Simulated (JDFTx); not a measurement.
**Band-structure run, with input and output: WS2**

- system: WS2 (P-6m2, 3 atoms in the cell)
- method: Kohn-Sham DFT of a periodic cell, LDA, PseudoDojo-SR-LDA-0.4.1-standard, no spin polarisation (JDFTx 1.7.0 (patched build))

The structure derives from a Materials Project entry.

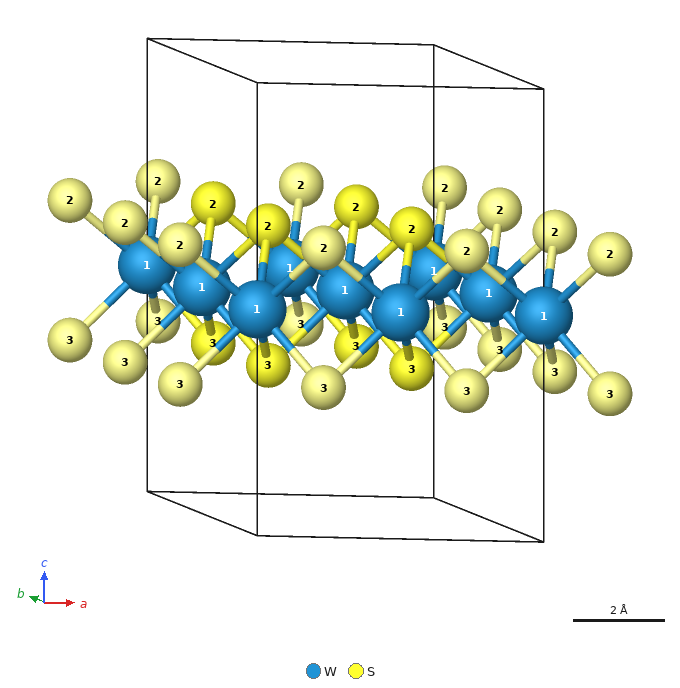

The structure (ball-and-stick view of the 2 × 2 repeat of the cell, with the vacuum cut short, seen slightly off an axis; neighbours outside the cell are drawn fainter; atoms are numbered from 1 in the order of the input). Near neighbours in the crystal (not all of them lie inside the picture): W has 6 S at 2.41 Å; S has 3 W at 2.41 Å.

## The input
```
lattice \
    3.1835163552    -1.5917581776     0.0000000000 \
    0.0000000000     2.7570060369     0.0000000000 \
    0.0000000000     0.0000000000    16.9505778900
latt-scale 1.889726124626 1.889726124626 1.889726124626
coords-type Lattice
ion W      0.0000000000     0.0000000000     0.0000000000 1
ion S      0.3333333333     0.6666666667     0.0920005100 1
ion S      0.3333333333     0.6666666667     0.9079994900 1

ion-species pseudo/W.upf
ion-species pseudo/S.upf
elec-cutoff 35 280
elec-ex-corr lda-PW
elec-smearing Fermi 0.0018374661
elec-n-bands 19
electronic-minimize nIterations 30 energyDiffThreshold 1e-06
davidson-band-ratio 1.3
forces-output-coords Cartesian
include path.kpoints
symmetries none
fix-electron-density run.$VAR

dump-name bands.$VAR
dump End Ecomponents EigStats BandEigs Kpoints Forces
```

## File path.kpoints
```
kpoint +0.0000000000 +0.0000000000 +0.0000000000 0.020000000000
kpoint +0.0714285714 +0.0000000000 +0.0000000000 0.020000000000
kpoint +0.1428571429 +0.0000000000 +0.0000000000 0.020000000000
kpoint +0.2142857143 +0.0000000000 +0.0000000000 0.020000000000
kpoint +0.2857142857 +0.0000000000 +0.0000000000 0.020000000000
kpoint +0.3571428571 +0.0000000000 +0.0000000000 0.020000000000
kpoint +0.4285714286 +0.0000000000 +0.0000000000 0.020000000000
kpoint +0.5000000000 +0.0000000000 +0.0000000000 0.020000000000
kpoint +0.4583333333 +0.0833333333 +0.0000000000 0.020000000000
kpoint +0.4166666667 +0.1666666667 +0.0000000000 0.020000000000
kpoint +0.3750000000 +0.2500000000 +0.0000000000 0.020000000000
kpoint +0.3333333333 +0.3333333333 +0.0000000000 0.020000000000
kpoint +0.2962962963 +0.2962962963 +0.0000000000 0.020000000000
kpoint +0.2592592593 +0.2592592593 +0.0000000000 0.020000000000
kpoint +0.2222222222 +0.2222222222 +0.0000000000 0.020000000000
kpoint +0.1851851852 +0.1851851852 +0.0000000000 0.020000000000
kpoint +0.1481481481 +0.1481481481 +0.0000000000 0.020000000000
kpoint +0.1111111111 +0.1111111111 +0.0000000000 0.020000000000
kpoint +0.0740740741 +0.0740740741 +0.0000000000 0.020000000000
kpoint +0.0370370370 +0.0370370370 +0.0000000000 0.020000000000
kpoint +0.0000000000 +0.0000000000 +0.0000000000 0.020000000000
kpoint +0.0000000000 +0.0000000000 +0.5000000000 0.020000000000
kpoint +0.0625000000 +0.0000000000 +0.5000000000 0.020000000000
kpoint +0.1250000000 +0.0000000000 +0.5000000000 0.020000000000
kpoint +0.1875000000 +0.0000000000 +0.5000000000 0.020000000000
kpoint +0.2500000000 +0.0000000000 +0.5000000000 0.020000000000
kpoint +0.3125000000 +0.0000000000 +0.5000000000 0.020000000000
kpoint +0.3750000000 +0.0000000000 +0.5000000000 0.020000000000
kpoint +0.4375000000 +0.0000000000 +0.5000000000 0.020000000000
kpoint +0.5000000000 +0.0000000000 +0.5000000000 0.020000000000
kpoint +0.4666666667 +0.0666666667 +0.5000000000 0.020000000000
kpoint +0.4333333333 +0.1333333333 +0.5000000000 0.020000000000
kpoint +0.4000000000 +0.2000000000 +0.5000000000 0.020000000000
kpoint +0.3666666667 +0.2666666667 +0.5000000000 0.020000000000
kpoint +0.3333333333 +0.3333333333 +0.5000000000 0.020000000000
kpoint +0.3030303030 +0.3030303030 +0.5000000000 0.020000000000
kpoint +0.2727272727 +0.2727272727 +0.5000000000 0.020000000000
kpoint +0.2424242424 +0.2424242424 +0.5000000000 0.020000000000
kpoint +0.2121212121 +0.2121212121 +0.5000000000 0.020000000000
kpoint +0.1818181818 +0.1818181818 +0.5000000000 0.020000000000
kpoint +0.1515151515 +0.1515151515 +0.5000000000 0.020000000000
kpoint +0.1212121212 +0.1212121212 +0.5000000000 0.020000000000
kpoint +0.0909090909 +0.0909090909 +0.5000000000 0.020000000000
kpoint +0.0606060606 +0.0606060606 +0.5000000000 0.020000000000
kpoint +0.0303030303 +0.0303030303 +0.5000000000 0.020000000000
kpoint +0.0000000000 +0.0000000000 +0.5000000000 0.020000000000
kpoint +0.5000000000 +0.0000000000 +0.5000000000 0.020000000000
kpoint +0.5000000000 +0.0000000000 +0.0000000000 0.020000000000
kpoint +0.3333333333 +0.3333333333 +0.0000000000 0.020000000000
kpoint +0.3333333333 +0.3333333333 +0.5000000000 0.020000000000
```

Hardware: 1 thread of Arm Neoverse V2, 24 GiB of memory available, shared host.

Launched with:
```bash
jdftx -c 1 -i bands.in -o bands.out
```

## The program's output
```
*************** JDFTx 1.7.0 (patched build) ***************

Input parsed successfully to the following command list (including defaults):
[... the input with its defaults ...]

---------- Initializing the Grid ----------
R =
[      6.01597     -3.00799            0  ]
[            0      5.20999            0  ]
[            0            0      32.0319  ]
unit cell volume = 1003.98
G =
[    1.04442   0.602994         -0  ]
[          0    1.20599          0  ]
[          0         -0   0.196154  ]
Minimum fftbox size, Smin = [  48  48  244  ]
Chosen fftbox size, S = [  48  48  250  ]

---------- Initializing tighter grid for wavefunction operations ----------
R =
[      6.01597     -3.00799            0  ]
[            0      5.20999            0  ]
[            0            0      32.0319  ]
unit cell volume = 1003.98
G =
[    1.04442   0.602994         -0  ]
[          0    1.20599          0  ]
[          0         -0   0.196154  ]
Minimum fftbox size, Smin = [  36  36  172  ]
Chosen fftbox size, S = [  36  36  180  ]

---------- Exchange Correlation functional ----------
Initalized Slater LDA exchange.
Initalized Perdew-Wang LDA correlation.

---------- Setting up pseudopotentials ----------
Width of ionic core gaussian charges (only for fluid interactions / plotting) set to 0

Reading pseudopotential file 'pseudo/W.upf':
  'W' pseudopotential, 'SLA  PW   NOGX NOGC' functional
  Generated using ONCVPSP code by D. R. Hamann
  14 valence electrons, 4 orbitals, 8 projectors, 1001 radial grid points, with lMax = 3
    5S    l: 0   occupation:  2.0   eigenvalue: -2.914152
    5P    l: 1   occupation:  6.0   eigenvalue: -1.594402
    5D    l: 2   occupation:  4.0   eigenvalue: -0.171959
    6S    l: 0   occupation:  2.0   eigenvalue: -0.216937
  Core radius for overlap checks: 2.00 bohrs.

Reading pseudopotential file 'pseudo/S.upf':
  'S' pseudopotential, 'SLA  PW   NOGX NOGC' functional
  Generated using ONCVPSP code by D. R. Hamann
  6 valence electrons, 2 orbitals, 6 projectors, 1001 radial grid points, with lMax = 2
    3S    l: 0   occupation:  2.0   eigenvalue: -0.635064
    3P    l: 1   occupation:  4.0   eigenvalue: -0.261175
  Core radius for overlap checks: 1.67 bohrs.

Initialized 2 species with 3 total atoms.

Folded 50 k-points by 1x1x1 to 50 k-points.

---------- Setting up k-points, bands, fillings ----------
No reducable k-points.
Computing the number of bands and number of electrons
Calculating initial fillings.
nElectrons:  26.000000   nBands: 19   nStates: 50

----- Setting up reduced wavefunction bases (one per k-point) -----
average nbasis = 9910.120 , ideal nbasis = 9929.376

---------- Setting up ewald sum ----------
Optimum gaussian width for ewald sums = 3.326329 bohr.
Real space sum over 1445 unit cells with max indices [  8  8  2  ]
Reciprocal space sum over 2673 terms with max indices [  4  4  16  ]

---------- Allocating electronic variables ----------
Reading n from file 'run.n' ... done
Initializing wave functions:  linear combination of atomic orbitals
Note: number of bands (19) exceeds available atomic orbitals (18)

----------- Band structure minimization -------------
Minimization will be done independently for each quantum number.

---- Minimization of quantum number:     0  [ +0.0000000 +0.0000000 +0.0000000 ]  0.040000000 ----
BandDavidson: Iter:   0  Eband: -0.282760387313615
BandDavidson: Iter:   1  Eband: -0.303837448267420  dEband: -2.107706e-02
BandDavidson: Iter:   2  Eband: -0.307882464736772  dEband: -4.045016e-03
BandDavidson: Iter:   3  Eband: -0.308660101395855  dEband: -7.776367e-04
[... 863 lines of inner loops ...]
BandDavidson: Iter:  12  Eband: -0.307320113954523  dEband: -1.347801e-06
BandDavidson: Iter:  13  Eband: -0.307320901625677  dEband: -7.876712e-07
BandDavidson: Converged (dEband<1.000000e-06)
	FillingsUpdate:  mu: +0.034388733  nElectrons: 26.000000

Dumping 'bands.eigStats' ...
	eMin: -2.717630 at state 20 ( [ +0.000000 +0.000000 +0.000000 ] spin 0 )
	HOMO: +0.001016 at state 45 ( [ +0.000000 +0.000000 +0.500000 ] spin 0 )
	mu  : +0.034389
	LUMO: +0.066070 at state 11 ( [ +0.333333 +0.333333 +0.000000 ] spin 0 )
	eMax: +0.316755 at state 9 ( [ +0.416667 +0.166667 +0.000000 ] spin 0 )
	HOMO-LUMO gap: +0.065054
	Optical gap  : +0.065217 at state 11 ( [ +0.333333 +0.333333 +0.000000 ] spin 0 )
Done!
```

## Results in brief

| quantity | value |
| --- | --- |
| outcome | converged |
| space group (tolerance 0.01 Å) | P-6m2 (187) |
| electrons treated | 26 |
| gap on the band path | 1.77 eV |
| wall time | 2.2 min |
| peak memory | 0.25 GiB |

## Remarks

Spin–orbit coupling is left out, which matters for W.
